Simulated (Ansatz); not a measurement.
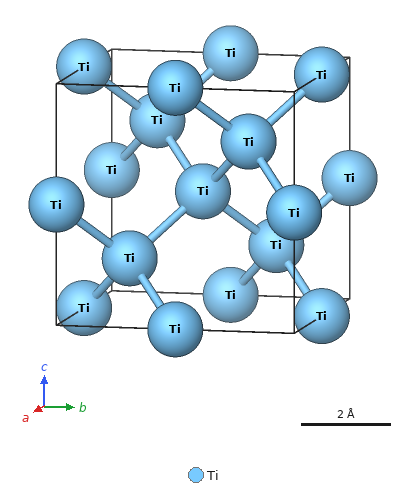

Fig. 1: The input geometry (ball-and-stick view of the cell 2 times as large as that of the calculation, set on its symmetry axes, seen slightly off an axis). An atom can appear more than once, as a periodic image.

Geometry relaxation of Ti (part 1 of 3)

Ti (Fd-3m, 4 atoms in the cell), computed with DFT r2SCAN, scalar-relativistic, plane waves, PAW (Ansatz 0.2.0).

The structure derives from a Materials Project entry. The run did not end well. It belongs to a series of runs on one base structure; here: 4 of 4 Ge sites taken by Ti, cell and atoms relaxed.

**What the program printed**
```
Engine: ansatz 0.2.0, x86_64-unknown-linux-gnu
Pseudopotentials: kind: paw
Pseudopotential: Ti, paw, valence charge 12, recommended cutoff 500 eV (meta_gga), Ti.paw.azcp
Functional definition: r2SCAN
  parameter k0 = 0.174
  parameter k1 = 0.065
  parameter a1 = 4.9479
  exchange = r2scan_x(k0 = k0, k1 = k1, a1 = a1)
  correlation = r2scan_c
Crystal: 4 atoms, lattice volume = 85.300 Å³
Basis set: ecut = 500 eV, 2173 PW (Γ), exchange–correlation on 120×120×180 points (64 copies of the dense FFT grid, shifted against one another)
Bands: 29, of which v1, the nominal top of the filled ones, is band 24 counted from 1 (23 counted from 0)
Symmetry: 32 space group operations
Space group: Fd-3m (ITA 227), of the structure as read, at distance tolerance 4.4e-5 Å
k-points: 105 of 800
Non-local potential: Ti, projectors of the file, l = 0: 3, l = 1: 2, l = 2: 3, l = 3: 1
PAW form: soft (Blöchl's): semilocal exchange-correlation on the pseudo side does not see the compensation charge
PAW frozen core: Ti, regenerated for the run's functional (the file was generated under x = pbe(κ = 0.804, μ = 0.2195149727645171), c = pbe(β = 0.06672455060314922))
PAW one-centre angular grid: Ti, 590 points (default); XC on 160 Gauss nodes
Initial density: superposition of atomic densities (neutral atoms: chi_scale 0, normalization atom), corrected by the library's trained network
Initial wavefunctions: pseudopotential atomic-orbital guess
Functional: x = r2scan, c = r2scan; τ floored in thin density (d = 2e-4 eV/Å³)
SCF iter   1: F=—  HF=-10006.948224 eV  |F-HF|=—  |Δ(HF+E_count)|=         —  Δρ=1.81e-2  dr2=2.48e-1  dr2_τ=5.29e-2  ethr=1.77e-3  ⟨swp⟩=5.0  Hψ=12366  notcnv=0
preconditioner: auto → Kerker (q_TF=auto, 2.479 Å⁻¹)  [metal: Δε(μ)=0.006 eV  Ē_g=1.862 eV  σ=0.100 eV  W_gap=0.04  n_scr=20 (ndim 8)  ℏωp=16.1 eV  f_vac=0.000  D(μ)=12.75/eV (n_scr^D=220)]
SCF iter   2: F=—  HF=-10007.154157 eV  |F-HF|=—  |Δ(HF+E_count)|=   2.06e-1  Δρ=6.99e-3  dr2=2.22e-2  dr2_τ=3.16e-3  ethr=5.16e-4  ⟨swp⟩=2.6  Hψ=6578  notcnv=0  defer=2
SCF iter   3: F=—  HF=-10007.175055 eV  |F-HF|=—  |Δ(HF+E_count)|=   2.09e-2  Δρ=4.56e-3  dr2=1.06e-2  dr2_τ=6.04e-4  ethr=4.62e-5  ⟨swp⟩=2.0  Hψ=3647  notcnv=0  defer=2
SCF iter   4: F=—  HF=-10007.186767 eV  |F-HF|=—  |Δ(HF+E_count)|=   1.17e-2  Δρ=5.75e-4  dr2=2.11e-4  dr2_τ=6.05e-6  ethr=2.22e-5  ⟨swp⟩=2.0  Hψ=5636  notcnv=0  defer=2
SCF iter   5: F=—  HF=-10007.186923 eV  |F-HF|=—  |Δ(HF+E_count)|=   1.56e-4  Δρ=2.07e-4  dr2=6.26e-5  dr2_τ=1.45e-6  ethr=4.40e-7  ⟨swp⟩=3.0  Hψ=5887  notcnv=0  defer=2
SCF iter   6: F=—  HF=-10007.186936 eV  |F-HF|=—  |Δ(HF+E_count)|=   1.33e-5  Δρ=9.17e-5  dr2=3.82e-6  dr2_τ=1.72e-7  ethr=1.30e-7  ⟨swp⟩=2.0  Hψ=3957  notcnv=0  defer=2
SCF iter   7: F=—  HF=-10007.186951 eV  |F-HF|=—  |Δ(HF+E_count)|=   1.52e-5  Δρ=3.23e-5  dr2=7.39e-7  dr2_τ=1.44e-8  ethr=7.97e-9  ⟨swp⟩=2.0  Hψ=5304  notcnv=0  defer=2
SCF iter   8: F=-10007.186953 eV  HF=-10007.186953 eV  |F-HF|=7.29e-8  |Δ(HF+E_count)|=   1.82e-6  Δρ=6.45e-6  dr2=2.70e-8  dr2_τ=1.58e-9  ethr=2.08e-10  ⟨swp⟩=3.3  Hψ=14017  notcnv=0
the search or the solves at the SCF's close seem to have found levels that the self-consistency loop had missed (the run counts 1). By its estimate they hold under 1e-12 electrons; where the run keeps them, the occupations were computed again with them
SCF 1 converged in 8 iterations: F = -10007.186953 eV  dr2 = 2.70e-8
  greatest PAW one-centre occupation: 1.001 electrons in one spin orbital (limit 2), on the Ti atom at site 3 (counted from 0), in its partial waves of l = 1
relax step   1: F+E_penalty+E_count = -10007.18695301 eV  Δ(F+E_penalty+E_count) = +0.000e0 eV  max|allowed force component| = 2.168e-18 eV/Å  Δτ_max = 0.0000 Å  P = +0.188 GPa  Ω = 85.300 Å³  (8 SCF iters, dr2 threshold 1.00e-7 eV, accepted)
Crystal: 4 atoms, lattice volume = 85.462 Å³
Initial density: handed on by an earlier stage of this run
Initial wavefunctions: those handed on with the density
iter 1 solved again at ethr=3.23e-8 eV; its pass at ethr=3.10e-3 eV (dr2=1.55e-5 eV) is discarded
SCF iter   1: F=—  HF=-10007.186770 eV  |F-HF|=—  |Δ(HF+E_count)|=         —  Δρ=9.05e-5  dr2=9.89e-6  dr2_τ=1.15e-4  ethr=3.23e-8  ⟨swp⟩=2.1  Hψ=15296  notcnv=0
preconditioner: auto → Kerker (q_TF=auto, 2.478 Å⁻¹)  [metal: Δε(μ)=0.002 eV  Ē_g=1.801 eV  σ=0.100 eV  W_gap=0.01  n_scr=20 (ndim 8)  ℏωp=16.1 eV  f_vac=0.000  D(μ)=13.84/eV (n_scr^D=228)]
SCF iter   2: F=—  HF=-10007.187028 eV  |F-HF|=—  |Δ(HF+E_count)|=   2.58e-4  Δρ=9.54e-5  dr2=1.10e-5  dr2_τ=7.78e-8  ethr=2.06e-8  ⟨swp⟩=2.0  Hψ=5655  notcnv=0
SCF iter   3: F=—  HF=-10007.187027 eV  |F-HF|=—  |Δ(HF+E_count)|=   1.36e-6  Δρ=3.49e-5  dr2=9.56e-7  dr2_τ=1.04e-7  ethr=2.06e-8  ⟨swp⟩=2.1  Hψ=4163  notcnv=0
SCF iter   4: F=—  HF=-10007.187027 eV  |F-HF|=—  |Δ(HF+E_count)|=   3.81e-7  Δρ=2.41e-5  dr2=3.28e-7  dr2_τ=2.28e-8  ethr=1.99e-9  ⟨swp⟩=2.3  Hψ=4621  notcnv=0
SCF iter   5: F=—  HF=-10007.187027 eV  |F-HF|=—  |Δ(HF+E_count)|=   1.41e-7  Δρ=1.92e-5  dr2=2.40e-7  dr2_τ=1.00e-8  ethr=6.83e-10  ⟨swp⟩=2.0  Hψ=3611  notcnv=0
SCF iter   6: F=-10007.187027 eV  HF=-10007.187027 eV  |F-HF|=3.29e-8  |Δ(HF+E_count)|=   2.03e-8  Δρ=1.10e-5  dr2=8.26e-8  dr2_τ=3.01e-9  ethr=2.20e-10  ⟨swp⟩=2.9  Hψ=9882  notcnv=0
SCF 2 converged in 6 iterations: F = -10007.187027 eV  dr2 = 8.26e-8
relax step   2: F+E_penalty+E_count = -10007.18702713 eV  Δ(F+E_penalty+E_count) = -7.413e-5 eV  max|allowed force component| = 1.041e-16 eV/Å  Δτ_max = 0.0000 Å  P = +0.133 GPa  Ω = 85.462 Å³  energy of the carried Pulay correction = -9.944e-5 eV  (6 SCF iters, dr2 threshold 1.06e-7 eV, accepted)
Crystal: 4 atoms, lattice volume = 86.581 Å³
Basis set: ecut = 500 eV, 2181 PW (Γ), exchange–correlation on 120×120×180 points (64 copies of the dense FFT grid, shifted against one another)
iter 1 solved again at ethr=1.17e-6 eV; its pass at ethr=3.10e-3 eV (dr2=5.60e-4 eV) is discarded
SCF iter   1: F=—  HF=-10007.174255 eV  |F-HF|=—  |Δ(HF+E_count)|=         —  Δρ=8.15e-4  dr2=4.65e-4  dr2_τ=5.97e-3  ethr=1.17e-6  ⟨swp⟩=2.0  Hψ=16479  notcnv=0
preconditioner: auto → Kerker (q_TF=auto, 2.473 Å⁻¹)  [metal: Δε(μ)=0.001 eV  Ē_g=1.770 eV  σ=0.100 eV  W_gap=0.01  n_scr=20 (ndim 8)  ℏωp=16.0 eV  f_vac=0.000  D(μ)=13.93/eV (n_scr^D=228)]
SCF iter   2: F=—  HF=-10007.187949 eV  |F-HF|=—  |Δ(HF+E_count)|=   1.37e-2  Δρ=8.59e-4  dr2=6.50e-4  dr2_τ=6.29e-6  ethr=9.69e-7  ⟨swp⟩=2.3  Hψ=5746  notcnv=0
SCF iter   3: F=—  HF=-10007.187938 eV  |F-HF|=—  |Δ(HF+E_count)|=   1.03e-5  Δρ=3.95e-4  dr2=1.10e-4  dr2_τ=4.19e-6  ethr=9.69e-7  ⟨swp⟩=2.2  Hψ=4286  notcnv=0
SCF iter   4: F=—  HF=-10007.187998 eV  |F-HF|=—  |Δ(HF+E_count)|=   6.00e-5  Δρ=1.16e-4  dr2=7.46e-6  dr2_τ=8.44e-7  ethr=2.28e-7  ⟨swp⟩=3.0  Hψ=6017  notcnv=0
SCF iter   5: F=—  HF=-10007.188007 eV  |F-HF|=—  |Δ(HF+E_count)|=   9.16e-6  Δρ=5.53e-5  dr2=1.95e-6  dr2_τ=8.11e-8  ethr=1.55e-8  ⟨swp⟩=3.0  Hψ=6065  notcnv=0
SCF iter   6: F=—  HF=-10007.188009 eV  |F-HF|=—  |Δ(HF+E_count)|=   1.27e-6  Δρ=3.05e-5  dr2=5.75e-7  dr2_τ=2.19e-8  ethr=4.06e-9  ⟨swp⟩=2.9  Hψ=5919  notcnv=0
SCF iter   7: F=—  HF=-10007.188009 eV  |F-HF|=—  |Δ(HF+E_count)|=   3.94e-7  Δρ=1.44e-5  dr2=1.26e-7  dr2_τ=5.98e-9  ethr=1.20e-9  ⟨swp⟩=2.3  Hψ=4518  notcnv=0
SCF iter   8: F=-10007.188009 eV  HF=-10007.188009 eV  |F-HF|=5.51e-9  |Δ(HF+E_count)|=   1.05e-7  Δρ=6.68e-6  dr2=3.02e-8  dr2_τ=1.29e-9  ethr=2.42e-10  ⟨swp⟩=4.2  Hψ=9712  notcnv=0
SCF 3 converged in 8 iterations: F = -10007.188009 eV  dr2 = 3.02e-8
relax step   3: F+E_penalty+E_count = -10007.18800911 eV  Δ(F+E_penalty+E_count) = -9.820e-4 eV  max|allowed force component| = 1.249e-16 eV/Å  Δτ_max = 0.0000 Å  P = -0.282 GPa  Ω = 86.581 Å³  energy of the carried Pulay correction = -7.808e-4 eV  (8 SCF iters, dr2 threshold 1.16e-7 eV, accepted)
Crystal: 4 atoms, lattice volume = 89.805 Å³
Basis set: ecut = 500 eV, 2253 PW (Γ), exchange–correlation on 120×120×180 points (64 copies of the dense FFT grid, shifted against one another)
iter 1 solved again at ethr=1.12e-5 eV; its pass at ethr=3.10e-3 eV (dr2=5.36e-3 eV) is discarded
SCF iter   1: F=—  HF=-10007.096449 eV  |F-HF|=—  |Δ(HF+E_count)|=         —  Δρ=3.31e-3  dr2=5.22e-3  dr2_τ=6.29e-2  ethr=1.12e-5  ⟨swp⟩=2.0  Hψ=16489  notcnv=0
preconditioner: auto → Kerker (q_TF=auto, 2.458 Å⁻¹)  [metal: Δε(μ)=0.005 eV  Ē_g=1.698 eV  σ=0.100 eV  W_gap=0.03  n_scr=20 (ndim 8)  ℏωp=15.7 eV  f_vac=0.000  D(μ)=12.99/eV (n_scr^D=204)]
SCF iter   2: F=—  HF=-10007.236786 eV  |F-HF|=—  |Δ(HF+E_count)|=   1.40e-1  Δρ=3.52e-3  dr2=8.65e-3  dr2_τ=1.00e-4  ethr=1.09e-5  ⟨swp⟩=2.4  Hψ=5971  notcnv=0
SCF iter   3: F=—  HF=-10007.238045 eV  |F-HF|=—  |Δ(HF+E_count)|=   1.26e-3  Δρ=1.57e-3  dr2=1.47e-3  dr2_τ=8.13e-5  ethr=1.09e-5  ⟨swp⟩=3.0  Hψ=5907  notcnv=0
SCF iter   4: F=—  HF=-10007.239501 eV  |F-HF|=—  |Δ(HF+E_count)|=   1.46e-3  Δρ=4.09e-4  dr2=1.13e-4  dr2_τ=1.60e-5  ethr=3.06e-6  ⟨swp⟩=2.8  Hψ=5776  notcnv=0
SCF iter   5: F=—  HF=-10007.239660 eV  |F-HF|=—  |Δ(HF+E_count)|=   1.59e-4  Δρ=2.11e-4  dr2=3.38e-5  dr2_τ=1.24e-6  ethr=2.35e-7  ⟨swp⟩=2.1  Hψ=4060  notcnv=0
SCF iter   6: F=—  HF=-10007.239709 eV  |F-HF|=—  |Δ(HF+E_count)|=   4.93e-5  Δρ=5.35e-5  dr2=1.35e-6  dr2_τ=5.44e-8  ethr=7.04e-8  ⟨swp⟩=2.0  Hψ=5635  notcnv=0
SCF iter   7: F=-10007.239715 eV  HF=-10007.239714 eV  |F-HF|=4.90e-7  |Δ(HF+E_count)|=   5.06e-6  Δρ=1.70e-5  dr2=1.93e-7  dr2_τ=5.17e-9  ethr=8.33e-10  ⟨swp⟩=6.9  Hψ=13326  notcnv=0
SCF 4 converged in 7 iterations: F = -10007.239715 eV  dr2 = 1.93e-7
relax step   4: F+E_penalty+E_count = -10007.23971491 eV  Δ(F+E_penalty+E_count) = -5.171e-2 eV  max|allowed force component| = 1.041e-16 eV/Å  Δτ_max = 0.0000 Å  P = -1.665 GPa  Ω = 89.805 Å³  energy of the carried Pulay correction = -2.696e-3 eV  (7 SCF iters, dr2 threshold 4.00e-7 eV, accepted)
Crystal: 4 atoms, lattice volume = 92.112 Å³
Basis set: ecut = 500 eV, 2319 PW (Γ), exchange–correlation on 120×120×180 points (64 copies of the dense FFT grid, shifted against one another)
iter 1 solved again at ethr=1.27e-5 eV; its pass at ethr=3.10e-3 eV (dr2=6.08e-3 eV) is discarded
SCF iter   1: F=—  HF=-10007.303151 eV  |F-HF|=—  |Δ(HF+E_count)|=         —  Δρ=3.38e-3  dr2=5.65e-3  dr2_τ=7.45e-2  ethr=1.27e-5  ⟨swp⟩=2.5  Hψ=18646  notcnv=0
preconditioner: auto → Kerker (q_TF=auto, 2.447 Å⁻¹)  [metal: Δε(μ)=0.007 eV  Ē_g=1.668 eV  σ=0.100 eV  W_gap=0.04  n_scr=20 (ndim 8)  ℏωp=15.5 eV  f_vac=0.000  D(μ)=9.35/eV (n_scr^D=124)]
SCF iter   2: F=—  HF=-10007.475395 eV  |F-HF|=—  |Δ(HF+E_count)|=   1.72e-1  Δρ=4.39e-3  dr2=1.25e-2  dr2_τ=1.92e-4  ethr=1.18e-5  ⟨swp⟩=2.9  Hψ=6427  notcnv=0
SCF iter   3: F=—  HF=-10007.477071 eV  |F-HF|=—  |Δ(HF+E_count)|=   1.68e-3  Δρ=3.00e-3  dr2=6.01e-3  dr2_τ=7.64e-5  ethr=1.18e-5  ⟨swp⟩=2.0  Hψ=4319  notcnv=0
SCF iter   4: F=—  HF=-10007.480034 eV  |F-HF|=—  |Δ(HF+E_count)|=   2.96e-3  Δρ=2.30e-3  dr2=3.57e-3  dr2_τ=1.51e-4  ethr=1.18e-5  ⟨swp⟩=1.8  Hψ=3272  notcnv=0
SCF iter   5: F=—  HF=-10007.481425 eV  |F-HF|=—  |Δ(HF+E_count)|=   1.39e-3  Δρ=1.51e-3  dr2=1.49e-3  dr2_τ=6.86e-5  ethr=7.43e-6  ⟨swp⟩=2.0  Hψ=3626  notcnv=0
SCF iter   6: F=—  HF=-10007.482067 eV  |F-HF|=—  |Δ(HF+E_count)|=   6.42e-4  Δρ=1.01e-3  dr2=6.70e-4  dr2_τ=3.00e-5  ethr=3.11e-6  ⟨swp⟩=1.9  Hψ=3448  notcnv=0
SCF iter   7: F=—  HF=-10007.482434 eV  |F-HF|=—  |Δ(HF+E_count)|=   3.67e-4  Δρ=5.04e-4  dr2=1.66e-4  dr2_τ=7.33e-6  ethr=1.40e-6  ⟨swp⟩=2.1  Hψ=3882  notcnv=0
SCF iter   8: F=—  HF=-10007.482492 eV  |F-HF|=—  |Δ(HF+E_count)|=   5.77e-5  Δρ=3.01e-4  dr2=5.94e-5  dr2_τ=2.64e-6  ethr=3.46e-7  ⟨swp⟩=2.0  Hψ=3379  notcnv=0
SCF iter   9: F=—  HF=-10007.482521 eV  |F-HF|=—  |Δ(HF+E_count)|=   2.90e-5  Δρ=9.27e-5  dr2=5.70e-6  dr2_τ=2.31e-7  ethr=1.24e-7  ⟨swp⟩=2.9  Hψ=5745  notcnv=0
SCF iter  10: F=-10007.482525 eV  HF=-10007.482524 eV  |F-HF|=6.24e-8  |Δ(HF+E_count)|=   3.42e-6  Δρ=5.41e-6  dr2=1.42e-8  dr2_τ=5.41e-10  ethr=8.33e-10  ⟨swp⟩=3.4  Hψ=13144  notcnv=0
the search or the solves at the SCF's close seem to have found levels that the self-consistency loop had missed (the run counts 1). By its estimate they hold under 1e-12 electrons; where the run keeps them, the occupations were computed again with them
SCF 5 converged in 10 iterations: F = -10007.482525 eV  dr2 = 1.42e-8
relax step   5: F+E_penalty+E_count = -10007.48252450 eV  Δ(F+E_penalty+E_count) = -2.428e-1 eV  max|allowed force component| = 1.388e-16 eV/Å  Δτ_max = 0.0000 Å  P = -2.837 GPa  Ω = 92.112 Å³  energy of the carried Pulay correction = -4.025e-3 eV  (10 SCF iters, dr2 threshold 4.00e-7 eV, accepted)
Crystal: 4 atoms, lattice volume = 92.078 Å³
Basis set: ecut = 500 eV, 2327 PW (Γ), exchange–correlation on 120×120×180 points (64 copies of the dense FFT grid, shifted against one another)
iter 1 solved again at ethr=1.19e-5 eV; its pass at ethr=3.10e-3 eV (dr2=5.70e-3 eV) is discarded
```
